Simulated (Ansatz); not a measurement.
**GW calculation of GaP**

GaP (2 atoms in the cell), computed with DFT, PBE, plane waves, PAW (Ansatz 0.2.0).

The structure was built on a prototype by a generator. The run did not end well. The geometry comes from this level: r2SCAN. Figures and captions count atoms from 1; the log counts them from 0 in places.

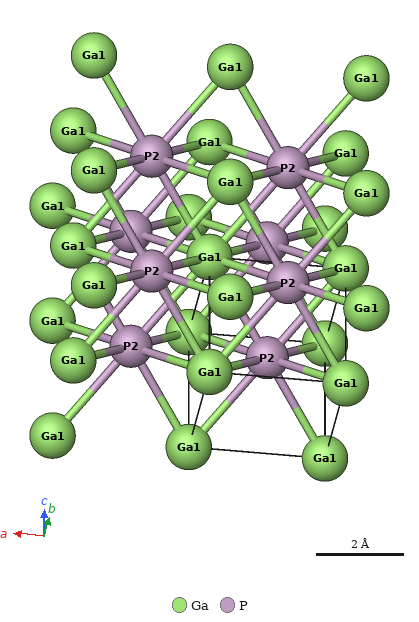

*The structure as given in the input (ball-and-stick view of the cell of the calculation, repeated 2 × 2 × 2, seen at an oblique angle; atoms are numbered from 1 in the order of the input).*

Input
```yaml
crystal:
  lattice:
    - [3.186435077, 0.0, 0.0]
    - [0.0, 3.186435077, 0.0]
    - [0.0, 0.0, 3.186435077]
  atoms:
    - { symbol: Ga, position: [0.0, 0.0, 0.0] }
    - { symbol: P, position: [0.5, 0.5, 0.5] }
kpoints:
  mp_grid: { grid: [4, 4, 4] }
hamiltonian:
  xc: pbe
scf:
  occupations: { method: fermi_dirac, width: 0.02 }
gw:
  n_empty_bands: 30
  ecut_chi: 40
  qp_bands: [v1, c1]
  qp_kpoints: band_edges
  screening: { model: contour_deformation }
```

Hardware: 4 threads of an Arm (aarch64) CPU, shared host.

Launched with:
```bash
ansatz run input.yaml --threads 4 --pin off --max-ram 3686MiB --backend cpu --events-out ev --progress --plain --runs-dir out
```

What the program printed
```
Engine: ansatz 0.2.0, aarch64-unknown-linux-gnu
Pseudopotentials: kind: paw
Pseudopotential: Ga, paw, valence charge 13, recommended cutoff 420 eV (normal), Ga.paw.azcp
Pseudopotential: P, paw, valence charge 5, recommended cutoff 420 eV (normal), P.paw.azcp
Functional definition: PBE
  parameter kappa = 0.804
  parameter beta = 0.06672455060314922
  exchange = pbe_x(kappa = kappa, mu = beta*pi^2/3)
  correlation = pbe_c(beta = beta)
Crystal: 2 atoms, lattice volume = 32.353 Å³
Basis set: ecut = 420 eV, 619 PW (Γ)
Bands: 13, of which v1, the nominal top of the filled ones, is band 9 counted from 1 (8 counted from 0)
Symmetry: 48 space group operations
Space group: Pm-3m (ITA 221), of the structure as read, at distance tolerance 3.2e-5 Å
k-points: 10 of 64
Non-local potential: Ga, projectors of the file, l = 0: 2, l = 1: 2, l = 2: 3, l = 3: 1
Non-local potential: P, projectors of the file, l = 0: 2, l = 1: 2, l = 2: 2
PAW form: soft (Blöchl's): semilocal exchange-correlation on the pseudo side does not see the compensation charge
PAW one-centre angular grid: Ga, 590 points (default); XC on 64 Gauss nodes
PAW one-centre angular grid: P, 110 points (default); XC on 64 Gauss nodes
Initial density: superposition of atomic densities (neutral atoms: chi_scale 0, normalization atom), corrected by the library's trained network
Initial wavefunctions: pseudopotential atomic-orbital guess
Functional: x = pbe(κ = 0.804, μ = 0.2195149727645171), c = pbe(β = 0.06672455060314922)
SCF iter   1: F=—  HF=-4538.130998 eV  |F-HF|=—  |Δ(HF+E_count)|=         —  Δρ=6.41e-3  dr2=1.88e-2  ethr=1.77e-3  ⟨swp⟩=6.1  Hψ=1755  notcnv=0
automatic band count: the SCF goes on with 17 bands, as 13 were too few: the levels above may hold too much charge
preconditioner: auto → none  [insulator: Δε(μ)=0.663 eV  Ē_g=19.147 eV  σ=0.020 eV  W_gap=0.58  n_scr=6 (ndim 8)  ℏωp=27.7 eV  f_vac=0.000  D(μ)=4.56/eV (n_scr^D=80)  ε∞_Penn≈3.1]
SCF iter   2: F=—  HF=-4538.125304 eV  |F-HF|=—  |Δ(HF+E_count)|=   5.69e-3  Δρ=4.05e-3  dr2=1.78e-3  ethr=1.05e-4  ⟨swp⟩=3.7  Hψ=418  notcnv=0  defer=17
SCF iter   3: F=—  HF=-4538.124741 eV  |F-HF|=—  |Δ(HF+E_count)|=   5.64e-4  Δρ=1.38e-3  dr2=2.18e-4  ethr=9.91e-6  ⟨swp⟩=2.0  Hψ=306  notcnv=0  defer=17
SCF iter   4: F=—  HF=-4538.124811 eV  |F-HF|=—  |Δ(HF+E_count)|=   7.04e-5  Δρ=6.40e-4  dr2=4.36e-5  ethr=1.21e-6  ⟨swp⟩=2.2  Hψ=237  notcnv=0  defer=17
SCF iter   5: F=—  HF=-4538.124824 eV  |F-HF|=—  |Δ(HF+E_count)|=   1.26e-5  Δρ=5.29e-5  dr2=3.97e-7  ethr=2.42e-7  ⟨swp⟩=2.0  Hψ=243  notcnv=0  defer=17
SCF iter   6: F=-4538.124824 eV  HF=-4538.124824 eV  |F-HF|=4.26e-9  |Δ(HF+E_count)|=   2.34e-7  Δρ=6.33e-6  dr2=5.46e-9  ethr=5.56e-10  ⟨swp⟩=6.6  Hψ=648  notcnv=0
SCF 1 converged in 6 iterations: F = -4538.124824 eV  dr2 = 5.46e-9
  greatest PAW one-centre occupation: 0.995 electrons in one spin orbital (limit 2), on the Ga atom at site 0 (counted from 0), in its partial waves of l = 2
```

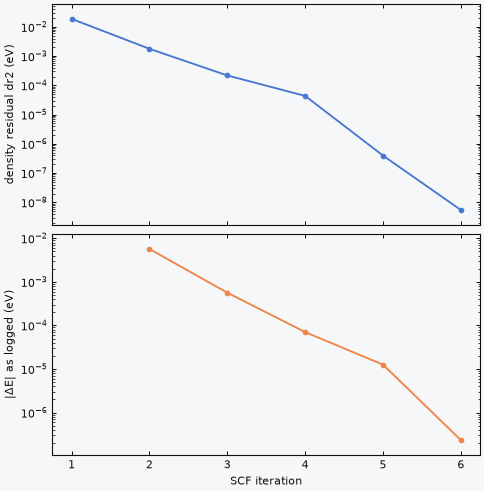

*Convergence of the self-consistent field: density residual dr2 and size of the energy change against the SCF iteration.*

The residual falls at every step. The field converged; the run failed or was cut off later.

```
NSCF: frozen V_eff on 10 k-points
SCF converged after 6 iterations
Free energy (F): -4538.124824 eV
Harris-Foulkes:  -4538.124824 eV  (|F-HF|=4.26e-9)
Internal energy: -4538.119730 eV  (E = F + TS)
E sigma→0 (E₀):  -4538.122277 eV
Entropy (-TS):   -0.005094 eV (-2.547 meV/atom)
Fermi energy:    10.463857 eV
--- Per-component energies (eV) ---
  E_band       = -0.047803
  E_kinetic    = 184.282127
  E_local      = -1919.077393  (includes V_loc(G=0)·N_el)
  E_nonlocal   = 456.467505
  E_hartree    = 905.452281
  E_xc         = -130.903178
  E_vxc        = -119.056507  (∫ρ·V_xc dr)
  E_paw        = -2555.059882  (= ΣΔE_a)
  E_vpaw       = -413.569715  (= ΣTr[D̂ρ^β])
  E_aug_tail   = -0.000105  (compensation charges beyond the density's cutoff)
  E_ewald      = -1479.281085
  E_smearing   = -0.005094  (= −TS)
  E_closure    = 0.000000  (closes the sum)
  Σ components = -4538.124824   (vs F -4538.124824, Δ=0.00e0)
--- Band table (eV; the first three rows and the last of 10) ---
  k-point 0: bands = ["-4.1652", "-4.1652", "-4.0083", "-4.0083", "-4.0083", "-3.3831", "9.6496", "9.6991", "9.6991", "9.6991", "14.8832", "14.8832", "21.4337", "21.4337", "21.4337", "24.3190", "24.3190"]
  k-point 1: bands = ["-4.1567", "-4.1078", "-4.0405", "-4.0405", "-4.0048", "-2.5601", "4.9108", "10.4571", "10.4571", "11.9046", "15.5996", "17.6161", "18.1423", "18.1423", "20.6291", "23.2805", "24.7342"]
  k-point 2: bands = ["-4.1482", "-4.0722", "-4.0722", "-4.0537", "-4.0013", "-0.9572", "1.7177", "11.7047", "11.7047", "14.1447", "14.5827", "15.5210", "15.5210", "16.8775", "20.2656", "25.2659", "26.8571"]
  k-point 9: bands = ["-4.1685", "-4.1685", "-4.1685", "-3.9351", "-3.9351", "2.5654", "7.5800", "7.5800", "7.5800", "9.1941", "9.7766", "9.7766", "9.7766", "29.1024", "29.1024", "31.0792", "31.0792"]
Error: G₀W₀ refused: G₀W₀ requires an insulating spectrum, but band 7 at k-index 1 (both counted from 0) has fractional occupation f = 1.1666667 (expected 0 or 2). The pass judges the occupations at the input's 0.02 eV smearing even where the SCF narrowed it. If the crystal has a gap, the smearing's tails reach a band edge, so set scf.occupations.method: fixed, or a narrower scf.occupations.width. For a metal, which is not supported, drop the gw: section
```

What the run reported

```csv
quantity,value
outcome,ended with an error
space group (tolerance 0.01 Å),Pm-3m (221)
electrons treated,18
free energy,−4538.1248 eV
Fermi energy,10.464 eV
wall time,0.72 s (CPU time 1.6 s)
peak memory,0.27 GiB
```

What went wrong

Some settings of this run were drawn to be unusual or wrong. The run ended with an error. The GW levels are not extrapolated in basis or mesh. The program warns: an analysis step after the SCF failed.
